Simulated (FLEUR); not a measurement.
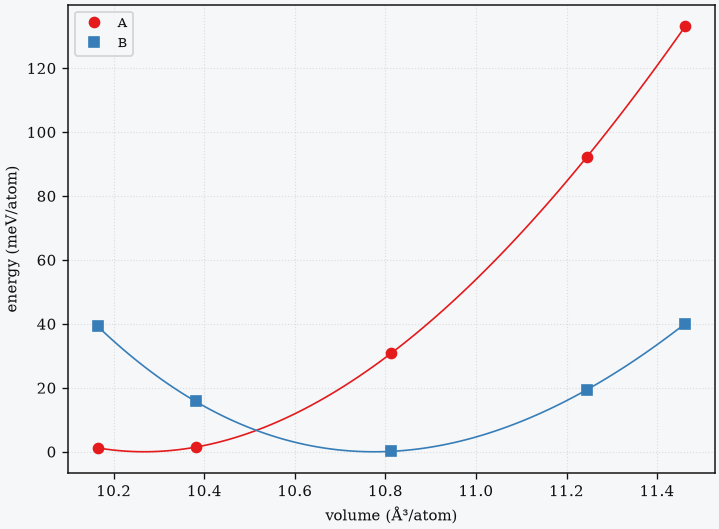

The figure shows the energy against volume, with one curve for each functional, for TaN (space group Fm-3m). The labels are replaced by letters. In alphabetical order the cases are: LDA; PBE.

Calculation (FLEUR MaX-R8.1 (later development tree)): all-electron LAPW DFT, no spin polarisation; energies at scaled volumes of the given cell, shape and fractions fixed, counted from the fit's minimum, third-order Birch-Murnaghan fit. All runs: no spin polarisation.

- k mesh: 10×10×10
- occupations: Fermi–Dirac
- smearing width: 0.05 eV
- potentials: all electron

Q: Which letter stands for which functional?

A: A: LDA; B: PBE.
